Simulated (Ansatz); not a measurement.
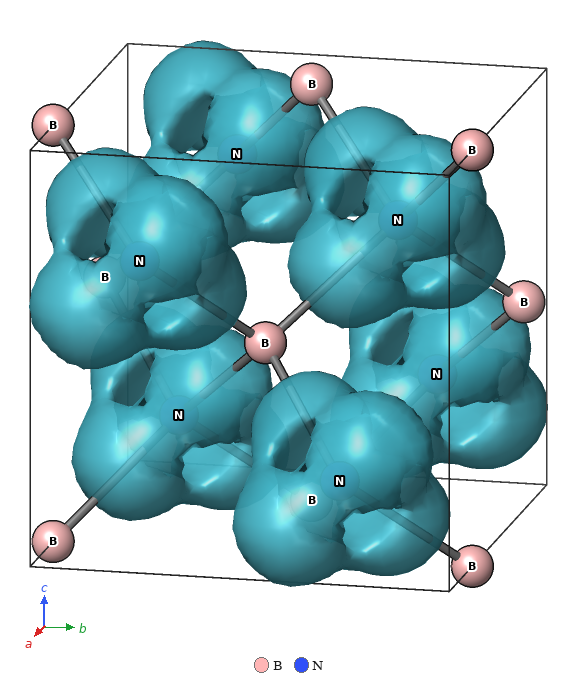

The picture shows: BN. Isosurface of the ELF at 0.75 (cyan), seen slightly off an axis. Only the valence region is drawn (cores and ρ < 0.01 e/Å³ removed). Sticks mark near contacts.

Space group C222₁; a structure from a database of computed crystals, not necessarily the ambient phase; not relaxed (largest force 1.1 eV/Å); computed pressure about −5 GPa in this cell.

Computed with DFT r2SCAN, scalar-relativistic, plane waves, PAW in Ansatz 0.2.0.

In a PAW calculation such maps are meaningful between the atoms, not at the nuclei.

The calculation's input:

```
crystal:
  lattice:
    - [0.0, -1.813001, -1.813001]
    - [0.0, 1.813001, -1.813001]
    - [3.626002, 0.0, 0.0]
  atoms:
    - { symbol: B, position: [0.4862107081, 0.5137892919, 0.5] }
    - { symbol: B, position: [0.0137892919, -0.0137892919, 0.0] }
    - { symbol: "N", position: [-0.0114479299, 0.4885520701, 0.25] }
    - { symbol: "N", position: [0.5114479299, 0.0114479299, 0.75] }
basis:
  ecutwfc: 500
kpoints:
  mp_grid: { grid: [10, 10, 6] }
hamiltonian:
  xc: r2scan
scf:
  occupations: { method: gaussian, width: 0.05 }
output:
  forces: true
  stress: true
  eigenvalues: true
  write_density: true
  write_potential: true
  elf: true
  volumetric_format: npy
```

Command:

```sh
ansatz run input.yaml --threads 2 --pin off --max-ram 5120MiB --backend cpu --events-out ev --progress --plain --runs-dir out
```

Below, planes, directions and counts refer to the conventional cell (a = 3.63 Å, b = 3.63 Å, c = 3.63 Å, α = 90.00°, β = 90.00°, γ = 90.00°).

**Describe the localisation domains.**

The ELF exceeds this value in four regions on N in which the atom's valence shell and bonds are merged, counted in one cell of 8 atoms. Regions shared between cells count once.

Values along the shortest contacts:
B–N (1.57 Å): the ELF peaks at about 0.95 between the atoms; a polar covalent bond.
